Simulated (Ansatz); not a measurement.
**Single-point calculation of W₃Si**

System: W₃Si (4 atoms in the cell).
Method: DFT PBEsol, scalar-relativistic, plane waves, PAW, no spin polarisation (Ansatz 0.2.0).

The structure derives from a Materials Project entry. It belongs to a series of runs on one base structure; here: strain +0.050 along x and y, +0.000 along z, atoms carried along. Figures and captions count atoms from 1; the log counts them from 0 in places.

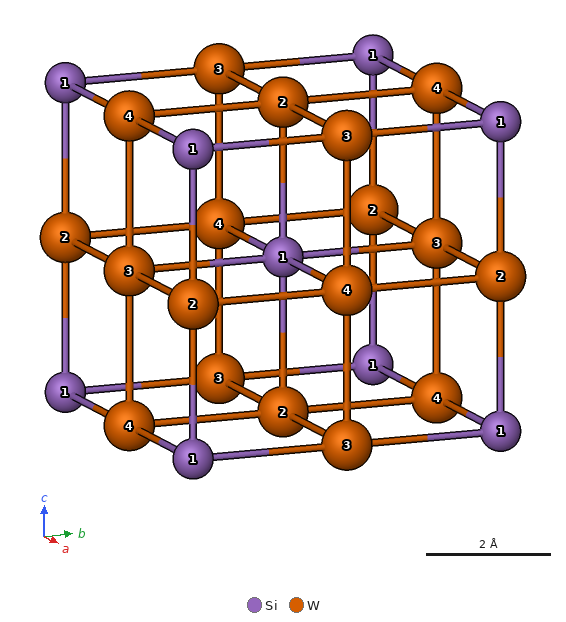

*The structure as given in the input (ball-and-stick view of the cell 2 times as large as that of the calculation, set on its symmetry axes, seen slightly off an axis; atoms are numbered from 1 in the order of the input). An atom can appear more than once, as a periodic image.*

Near neighbours in the periodic cell (some may lie outside the picture): Si has 6 W at 2.58 to 2.71 Å; W has 2 Si at 2.58 to 2.71 Å and 4 W at 2.58 to 2.71 Å.

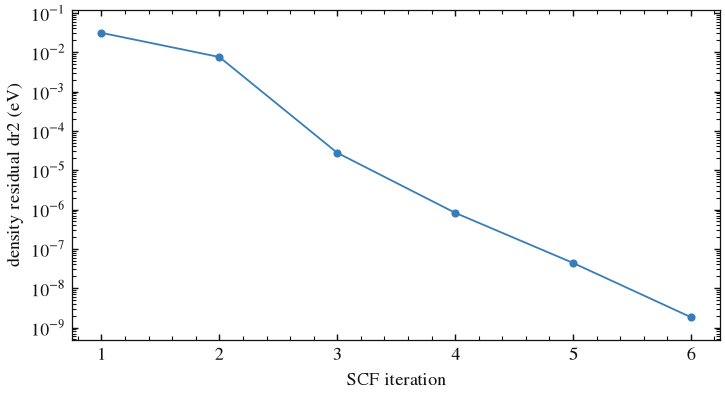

*Convergence of the self-consistent field: density residual dr2 against the SCF iteration.*

The residual falls at every step.

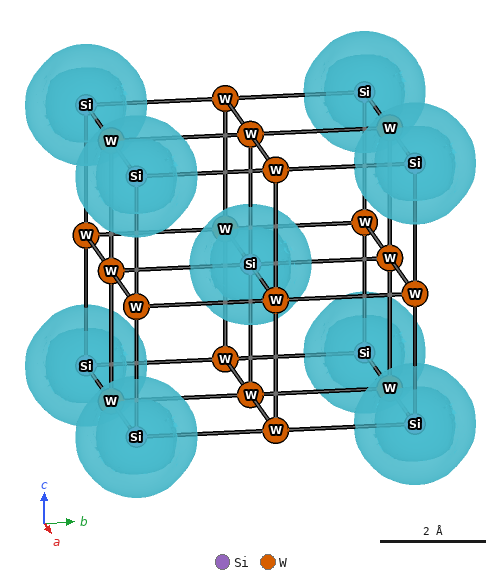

*Isosurface of the electron localisation function at 0.65 (cyan), seen slightly off an axis. Only the valence region is drawn (cores and ρ < 0.01 e/Å³ removed). Sticks mark near contacts. The outline is the cell set on symmetry axes.*

Profiles from the grid: Si–W (2.58 Å): the ELF is about 0.50 at the midpoint. W–W (2.58 Å): the ELF is about 0.40 at the midpoint (no shared electron pair). In a PAW calculation such maps are meaningful between the atoms, not at the nuclei.

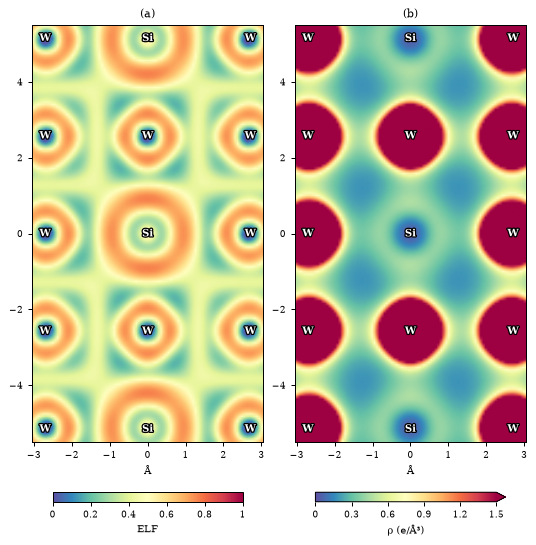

*(a) electron localisation function; (b) valence charge density (pseudo) on the (100) plane of the conventional cell.*

The section cuts through Si and W sites. Si–W (2.58 Å): ρ at the midpoint is about 0.44 e/Å³; the ELF is about 0.50 at the midpoint. W–W (2.58 Å): ρ at the midpoint is about 0.57 e/Å³; the ELF is about 0.40 at the midpoint (no shared electron pair). Si–W (2.71 Å): the density is about 0.34 e/Å³ at the midpoint; the ELF is about 0.45 at the midpoint. W–W (2.71 Å): the density is about 0.47 e/Å³ at the midpoint; the ELF is about 0.45 at the midpoint; no shared electron pair. Away from the nuclei the density in this plane falls to 0.18 e/Å³ at its lowest. The strong features right at W lie inside the PAW spheres (semicore, d or f shells) and say nothing about bonding.

The input that produced these results follows, with the program's output.

Input file:
```yaml
crystal:
  lattice:
    - [-2.7060550509, 2.7060550509, 2.5771952866]
    - [2.7060550509, -2.7060550509, 2.5771952866]
    - [2.7060550509, 2.7060550509, -2.5771952866]
  atoms:
    - { symbol: Si, position: [0.0, 0.0, 0.0] }
    - { symbol: W, position: [0.5, 0.5, 0.0] }
    - { symbol: W, position: [0.5, 0.0, 0.5] }
    - { symbol: W, position: [0.0, 0.5, 0.5] }
basis:
  ecutwfc: 420
kpoints:
  mp_grid: { grid: [14, 14, 14] }
hamiltonian:
  xc: pbesol
scf:
  occupations: { method: gaussian, width: 0.15 }
output:
  forces: true
  stress: true
  eigenvalues: true
  write_density: true
  write_potential: true
  elf: true
  volumetric_format: npy
```

Launched with:
```bash
ansatz run input.yaml --threads 2 --pin off --max-ram 5120MiB --backend cpu --events-out ev --progress --plain --runs-dir out
```

Output:
```
Engine: ansatz 0.2.0, x86_64-unknown-linux-gnu
Pseudopotentials: kind: paw
Pseudopotential: Si, paw, valence charge 4, recommended cutoff 420 eV (normal), Si.paw.azcp
Pseudopotential: W, paw, valence charge 14, recommended cutoff 420 eV (normal), W.paw.azcp
Functional definition: PBEsol
  exchange = pbesol_x
  correlation = pbesol_c
Crystal: 4 atoms, lattice volume = 75.488 Å³
Basis set: ecut = 420 eV, 1481 PW (Γ), exchange–correlation on 64×64×64 points (8 copies of the dense FFT grid, shifted against one another)
Bands: 28, of which v1, the nominal top of the filled ones, is band 23 counted from 1 (22 counted from 0)
Symmetry: 16 space group operations
Space group: I4/mmm (ITA 139), of the structure as read, at distance tolerance 4.2e-5 Å
k-points: 244 of 2744
Non-local potential: Si, projectors of the file, l = 0: 2, l = 1: 2, l = 2: 2
Non-local potential: W, projectors of the file, l = 0: 3, l = 1: 2, l = 2: 2, l = 3: 1
PAW form: soft (Blöchl's): semilocal exchange-correlation on the pseudo side does not see the compensation charge
PAW frozen core: Si, regenerated for the run's functional, and the local potential with it (the file was generated under x = pbe(κ = 0.804, μ = 0.2195149727645171), c = pbe(β = 0.06672455060314922))
PAW frozen core: W, regenerated for the run's functional, and the local potential with it (the file was generated under x = pbe(κ = 0.804, μ = 0.2195149727645171), c = pbe(β = 0.06672455060314922))
PAW one-centre angular grid: Si, 110 points (default); XC on 64 Gauss nodes
PAW one-centre angular grid: W, 590 points (default); XC on 64 Gauss nodes
Initial density: superposition of atomic densities (neutral atoms: chi_scale 0, normalization atom), corrected by the library's trained network
Initial wavefunctions: pseudopotential atomic-orbital guess
Functional: x = pbesol(κ = 0.804, μ = 0.12345679012345678), c = pbesol(β = 0.046)
SCF iter   1: F=—  HF=-31385.277059 eV  |F-HF|=—  |Δ(HF+E_count)|=         —  Δρ=6.39e-3  dr2=3.10e-2  ethr=1.77e-3  ⟨swp⟩=4.9  Hψ=28222  notcnv=0
preconditioner: auto → Kerker (q_TF=auto, 2.512 Å⁻¹)  [metal: Δε(μ)=0.002 eV  Ē_g=4.298 eV  σ=0.150 eV  W_gap=0.01  n_scr=18 (ndim 8)  ℏωp=20.0 eV  f_vac=0.000  D(μ)=5.22/eV (n_scr^D=54)]
SCF iter   2: F=—  HF=-31385.273338 eV  |F-HF|=—  |Δ(HF+E_count)|=   3.72e-3  Δρ=3.34e-3  dr2=7.54e-3  ethr=6.74e-5  ⟨swp⟩=1.0  Hψ=8785  notcnv=0
SCF iter   3: F=—  HF=-31385.272288 eV  |F-HF|=—  |Δ(HF+E_count)|=   1.05e-3  Δρ=2.79e-4  dr2=2.76e-5  ethr=1.64e-5  ⟨swp⟩=2.0  Hψ=8856  notcnv=0
SCF iter   4: F=—  HF=-31385.272291 eV  |F-HF|=—  |Δ(HF+E_count)|=   2.79e-6  Δρ=4.36e-5  dr2=8.24e-7  ethr=6.00e-8  ⟨swp⟩=2.9  Hψ=13626  notcnv=0
iter 5 did not close the SCF: its close was put off for the readings that it lacked (scf_convergence_deferred on its scf_iter line)
SCF iter   5: F=-31385.272291 eV  HF=-31385.272291 eV  |F-HF|=3.20e-10  |Δ(HF+E_count)|=   1.67e-7  Δρ=9.19e-6  dr2=4.38e-8  ethr=1.79e-9  ⟨swp⟩=2.3  Hψ=10766  notcnv=0
SCF iter   6: F=-31385.272291 eV  HF=-31385.272291 eV  |F-HF|=4.26e-10  |Δ(HF+E_count)|=   3.38e-9  Δρ=1.62e-6  dr2=1.83e-9  ethr=9.52e-11  ⟨swp⟩=6.7  Hψ=39629  notcnv=0
SCF 1 converged in 6 iterations: F = -31385.272291 eV  dr2 = 1.83e-9
  greatest PAW one-centre occupation: 1.000 electrons in one spin orbital (limit 2), on the W atom at site 1 (counted from 0), in its partial waves of l = 0
SCF converged after 6 iterations
Free energy (F): -31385.272291 eV
Harris-Foulkes:  -31385.272291 eV  (|F-HF|=4.26e-10)
Internal energy: -31385.212895 eV  (E = F + TS)
E sigma→0 (E₀):  -31385.242593 eV
Entropy (-TS):   -0.059397 eV (-14.849 meV/atom)
Fermi energy:    15.286660 eV
--- Per-component energies (eV) ---
  E_band       = -494.745447
  E_kinetic    = 1377.229078
  E_local      = -2820.832466  (includes V_loc(G=0)·N_el)
  E_nonlocal   = 41.520798
  E_hartree    = 1021.813369
  E_xc         = -842.148396
  E_vxc        = -752.265701  (∫ρ·V_xc dr)
  E_paw        = -25807.470832  (= ΣΔE_a)
  E_vpaw       = -384.024885  (= ΣTr[D̂ρ^β])
  E_aug_tail   = -0.000182  (compensation charges beyond the density's cutoff)
  E_ewald      = -4356.021200
  E_core_change = 0.696937  (= ΣΔE_core)
  E_smearing   = -0.059397  (= −TS)
  E_closure    = -0.000000  (closes the sum)
  Σ components = -31385.272291   (vs F -31385.272291, Δ=0.00e0)
--- Forces (eV/Å), atoms counted from 1 ---
  atom   1  Si    -0.00000000     0.00000000     0.00000000
  atom   2  W      0.00000000     0.00000000    -0.00000000
  atom   3  W      0.00000000     0.00000000    -0.00000000
  atom   4  W      0.00000000     0.00000000     0.00000000
  max |Σ_I F_I| component: 4.19e-29 eV/Å
--- Stress (GPa, compression-positive) ---
      -19.131546      -0.000000       0.000000
       -0.000000     -19.131546       0.000000
        0.000000       0.000000      -8.092908
  P = ⅓ Tr σ = -15.4520 GPa (-154.520 kbar)
--- Band table (eV; the first three rows and the last of 244) ---
  k-point 0: bands = ["-58.6918", "-58.5836", "-58.5384", "-23.5383", "-23.2736", "-23.2736", "-22.9573", "-22.9292", "-22.9292", "-22.3098", "-22.3098", "-22.0677", "5.3340", "10.8313", "10.9914", "10.9914", "11.1574", "11.6463", "11.8978", "14.9645", "14.9645", "15.0466", "15.6277", "15.6744", "16.9540", "16.9540", "17.0517", "18.5431"]
  k-point 1: bands = ["-58.6907", "-58.5847", "-58.5384", "-23.5385", "-23.2629", "-23.2623", "-22.9572", "-22.9299", "-22.9285", "-22.3227", "-22.3220", "-22.0679", "5.3920", "10.8227", "10.9983", "11.0439", "11.1874", "11.6733", "11.9514", "14.4494", "14.7065", "15.0417", "15.9056", "16.2265", "16.8365", "16.9783", "17.0290", "18.3775"]
  k-point 2: bands = ["-58.6875", "-58.5879", "-58.5384", "-23.5389", "-23.2315", "-23.2291", "-22.9569", "-22.9319", "-22.9263", "-22.3606", "-22.3581", "-22.0682", "5.5624", "10.7442", "11.0178", "11.2006", "11.3019", "11.7627", "12.1058", "13.7835", "14.3556", "15.0311", "16.3200", "16.4946", "16.6265", "17.0382", "17.3464", "17.9260"]
  k-point 243: bands = ["-58.6604", "-58.6368", "-58.5164", "-23.5583", "-23.3131", "-23.3131", "-22.9409", "-22.8890", "-22.8890", "-22.3163", "-22.3163", "-22.0692", "6.7601", "10.5955", "11.0097", "12.2042", "12.3566", "12.3566", "12.5929", "12.5929", "12.9175", "12.9344", "15.2676", "15.3154", "16.1446", "16.3348", "16.3348", "18.3660"]
```

Key numbers:

- outcome: converged
- space group (tolerance 0.01 Å): I4/mmm (139)
- electrons treated: 46
- free energy: −31385.2723 eV
- Fermi energy: 15.287 eV
- gap on the k-point mesh: none (metallic)
- pressure: −15.45 GPa
- largest force (length of the vector): under 0.001 eV/Å
- hardware: 2 threads of Intel Xeon @ 2.50GHz (Skylake/Cascade Lake), 189 GiB of memory available, shared host
- wall time: 31 s (CPU time 60 s)
- peak memory: 0.65 GiB

Notes:

Spin–orbit coupling is left out, which matters for W.
